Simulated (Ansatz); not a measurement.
# Calculations on HfO2

Part 1: Relaxation

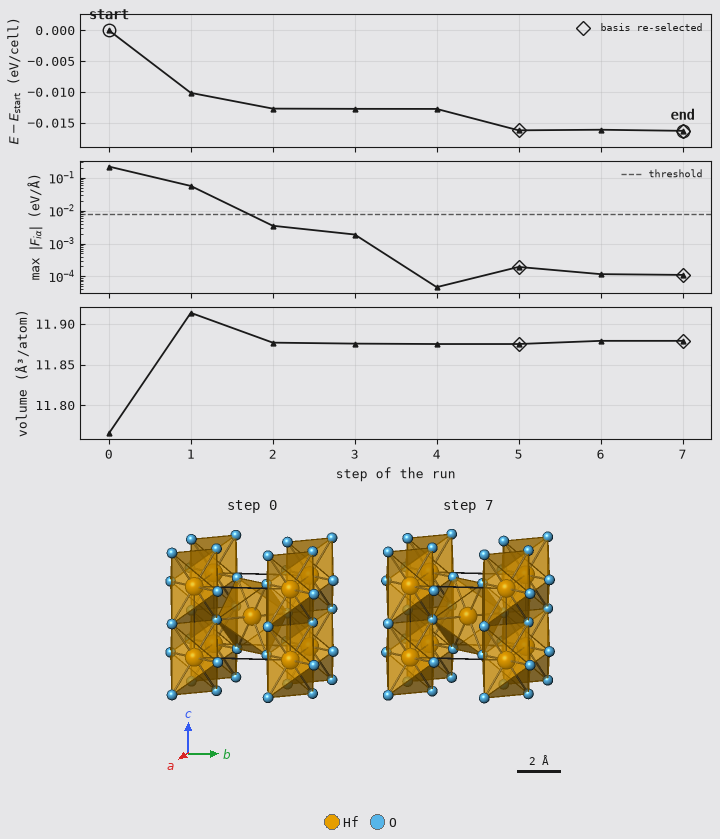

First and last geometry of a relaxation of crystalline HfO2 (set up in P4_2/mnm), with the history of the run. The picture is a polyhedral view of the cell of the calculation, seen slightly off an axis.

Case: biaxial strain in the a-b plane of -6.0 %; c and atoms relaxed.

These are results of DFT PBE, scalar-relativistic, plane waves, PAW (Ansatz 0.2.0), not measurements.

Input file:
```yaml
crystal:
  lattice:
    - [4.5875472177, 0.0, 0.0]
    - [0.0, 4.5875472177, 0.0]
    - [0.0, 0.0, 3.3542377395]
  atoms:
    - { symbol: Hf, position: [0.0, 0.0, 0.0] }
    - { symbol: Hf, position: [0.5, 0.5, 0.5] }
    - { symbol: O, position: [0.1925474758, 0.8074525242, 0.5] }
    - { symbol: O, position: [0.3074525242, 0.3074525242, 0.0] }
    - { symbol: O, position: [0.6925474758, 0.6925474758, 0.0] }
    - { symbol: O, position: [0.8074525242, 0.1925474758, 0.5] }
basis:
  ecutwfc: 420
kpoints:
  mp_grid: { grid: [6, 6, 8] }
hamiltonian:
  xc: pbe
scf:
  occupations: { method: gaussian, width: 0.02 }
output:
  forces: true
  stress: true
  eigenvalues: true
  write_density: true
  write_potential: true
  elf: true
  volumetric_format: npy
relax:
  adjacent_minimum: "off"
  f_tol: 0.008
  max_steps: 40
  cell: { stress_tol: 0.015, fix: [a, b, gamma] }
```

Launched with:
```bash
ansatz run input.yaml --threads 1 --pin off --max-ram 2560MiB --backend cpu --events-out ev --progress --plain --runs-dir out
```

Q: Did the run converge, and what did it change?

A: It converged. The largest moves relative to the cell, 0.013 Å, are those of O3, O4, O5 and O6. O6 goes along [1 −1 0]. Hf stays in place. Cell: a = b unchanged at 4.588 Å, c 3.354 → 3.387 Å (+1.0 %). Volume +1.0 %. Near-neighbour distances that change, for instance: Hf1–Hf1 3.354 → 3.387 Å, Hf1–O4 1.995 → 2.007 Å, Hf1–O3 2.091 → 2.097 Å. The space group stays P4_2/mnm (No. 136). After 5 accepted moves (7 points after the start) the energy has fallen by 16.3 meV per cell of the calculation. Largest force component: 0.22 eV/Å at the start, 0.00011 eV/Å at the end. The pressure goes from 19.22 to 16.06 GPa. At 2 points the geometry stayed and the basis and grid were re-selected for the new cell (energy shift of 3.5 meV per cell of the calculation at most each time).

```
step  E − E(0), meV/atom  largest force component, eV/Å  pressure, GPa  volume, Å³/atom                      note
   0                0.00                         0.2203          19.22           11.765                          
   1               -1.69                         0.0565          15.03           11.914                          
   2               -2.12                         0.0035          16.04           11.877                          
   3               -2.12                         0.0019          16.07           11.876                          
   4               -2.12                         0.0000          16.08           11.875                          
   5               -2.70                         0.0002          16.17           11.875  same geometry, new basis
   6               -2.69                         0.0001          16.06           11.879                          
   7               -2.71                         0.0001          16.06           11.879  same geometry, new basis
```

Part 2: Relaxation

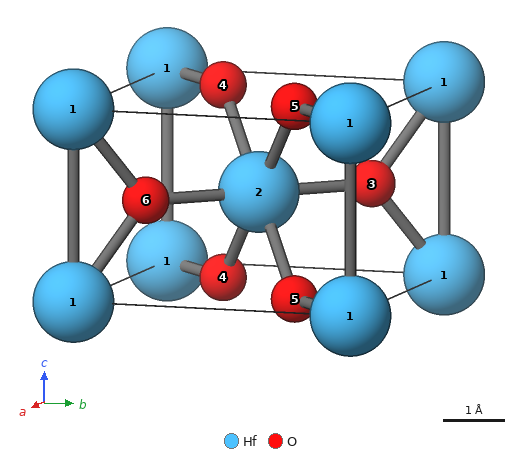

This is the input geometry for a relaxation of a crystal of HfO2 (set up in P4_2/mnm) (coarse preliminary run). The picture is a ball-and-stick view of the cell of the calculation, seen slightly off an axis.

Computed with DFT PBE, scalar-relativistic, plane waves, PAW (Ansatz).

The input:
```yaml
crystal:
  lattice:
    - [4.81353299, 0.0, 0.0]
    - [0.0, 4.81353299, 0.0]
    - [0.0, 0.0, 3.20541541]
  atoms:
    - { symbol: Hf, position: [0.0, 0.0, 0.0] }
    - { symbol: Hf, position: [0.5, 0.5, 0.5] }
    - { symbol: O, position: [0.19495512, 0.80504488, 0.5] }
    - { symbol: O, position: [0.30504488, 0.30504488, 0.0] }
    - { symbol: O, position: [0.69495512, 0.69495512, 0.0] }
    - { symbol: O, position: [0.80504488, 0.19495512, 0.5] }
basis:
  ecutwfc: 420
kpoints:
  mp_grid: { grid: [4, 4, 6] }
hamiltonian:
  xc: pbe
scf:
  occupations: { method: gaussian, width: 0.1 }
output:
  forces: true
  stress: true
  eigenvalues: true
relax:
  adjacent_minimum: "off"
  f_tol: 0.05
  max_steps: 80
  cell: { stress_tol: 0.5 }
```

Launched with:
```bash
ansatz run input.yaml --threads 1 --pin off --max-ram 2560MiB --backend cpu --events-out ev --progress --plain --runs-dir out
```

### Predict the outcome.

The atoms keep their places relative to the cell (all moves are under 0.005 Å). Cell: a = b 4.814 → 4.876 Å (+1.3 %), c 3.205 → 3.239 Å (+1.0 %). Volume +3.7 %. Near-neighbour distances that change, for instance: Hf1–Hf1 3.205 → 3.239 Å, Hf1–O3 2.081 → 2.104 Å. The space group stays P4_2/mnm (No. 136). Over 2 accepted moves (3 points after the start) the energy falls by 72.5 meV per cell of the calculation. Largest force component: 0.057 eV/Å at the start, 0.0065 eV/Å at the end. Pressure: 8.54 GPa at the start and 0.25 GPa at the end. At 1 point the geometry stayed and the basis and grid were re-selected for the new cell (energy shift of 14.6 meV per cell of the calculation at most each time).

Step by step:

```csv
step,"E − E(0), meV/atom","largest force component, eV/Å","pressure, GPa","volume, Å³/atom",note
0,0.00,0.0565,8.54,12.378,
1,-8.83,0.0370,-1.57,12.921,
2,-9.64,0.0064,-0.09,12.835,
3,-12.08,0.0065,0.25,12.835,"same geometry, new basis"
```

After the run, drawn alike:

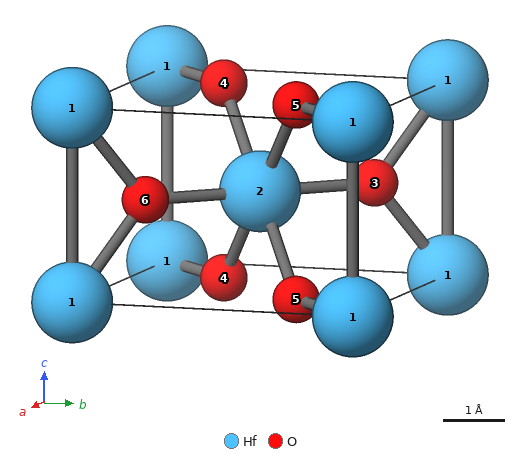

Part 3: A change

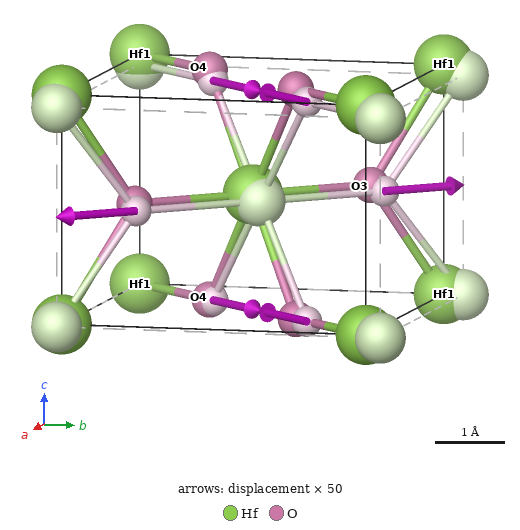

A crystal of HfO2 (set up in P4_2/mnm), drawn pale, and a changed version of it, drawn solid. The purple arrows show how the atoms are displaced (without the part that the change of the cell carries along), magnified 50 times. Style: ball-and-stick. Shown: the cell of the calculation, slightly off an axis.

Theory: Ansatz 0.2.0, DFT PBE, scalar-relativistic, plane waves, PAW. Settings: plane-wave cutoff 420 eV; k-point mesh 6 × 6 × 8; occupations gaussian; smearing width 0.02 eV; no spin polarisation.

> What was done to the structure, and with what result?

Biaxial strain in the a–b plane, −6.0 %, is applied. The c axis and the atoms are relaxed. The energy rises by 110 meV per atom. Pressure: 0.0 GPa before, 16.1 GPa after. The principal stresses (compression positive) are 0.0 GPa along c and 24.1 GPa across it. The drawn cell changes as follows: a = b 4.880 → 4.588 Å (−6.0 %), c 3.238 → 3.387 Å (+4.6 %); the volume changes by −7.6 %. The largest moves relative to the cell, 0.027 Å, are those of O atoms. Hf stays in place. Among the bonded contacts that change: Hf–O 2.105 → 2.007 to 2.097 Å. The space group stays P4_2/mnm (No. 136).

Part 4: Series

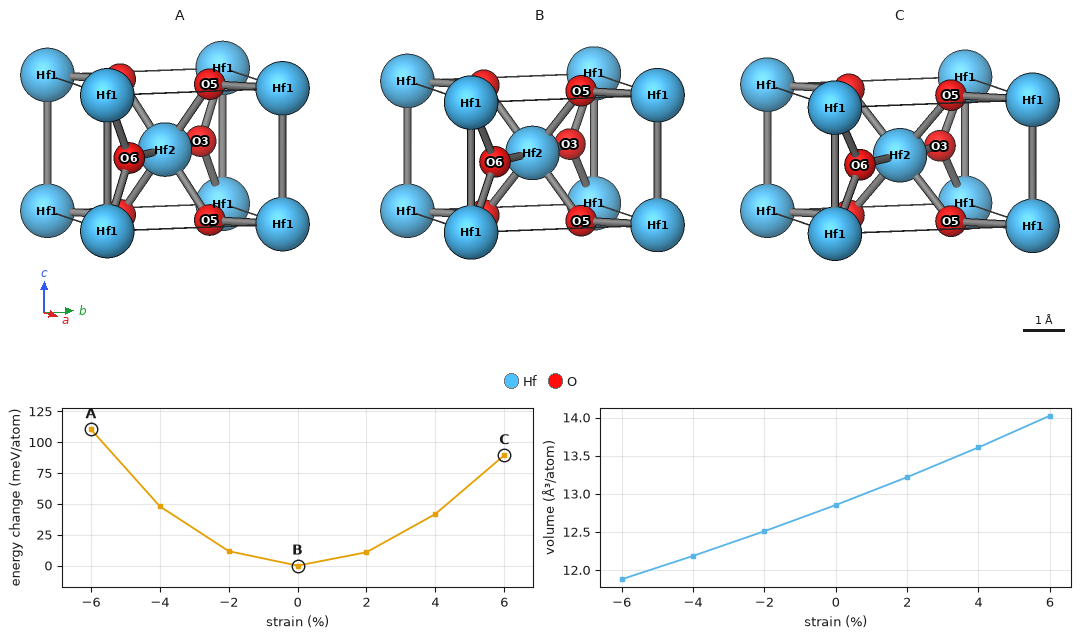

Members of a series of calculations on crystalline HfO2 (set up in P4_2/mnm), marked on the first curve. A ball-and-stick model of the cell of the calculation, seen slightly off an axis.

Level of theory: DFT PBE, scalar-relativistic, plane waves, PAW in Ansatz. (plane-wave cutoff 420 eV; k-point mesh 6 × 6 × 8; occupations gaussian; smearing width 0.02 eV; no spin polarisation)

Q: Which kind of strain is it, and how does the structure respond?

A: Biaxial strain in the a–b plane, c and atoms relaxed. A (strain −6.0 %): energy change 110 meV/atom, volume 11.88 Å³ per atom. B (strain 0.0 %): energy change 0.0 meV/atom, volume 12.85 Å³ per atom. C (strain 6.0 %): energy change 89.4 meV/atom, volume 14.02 Å³ per atom. The rest compares A with C. The drawn cell changes as follows: a = b 4.588 → 5.173 Å (+12.8 %), c 3.387 → 3.144 Å (−7.2 %); the volume changes by +18.1 %. Among the bonded contacts that change: Hf–Hf 3.387 → 3.144 Å, Hf–O 2.007 → 2.250 Å, Hf–O 2.097 → 2.111 Å.
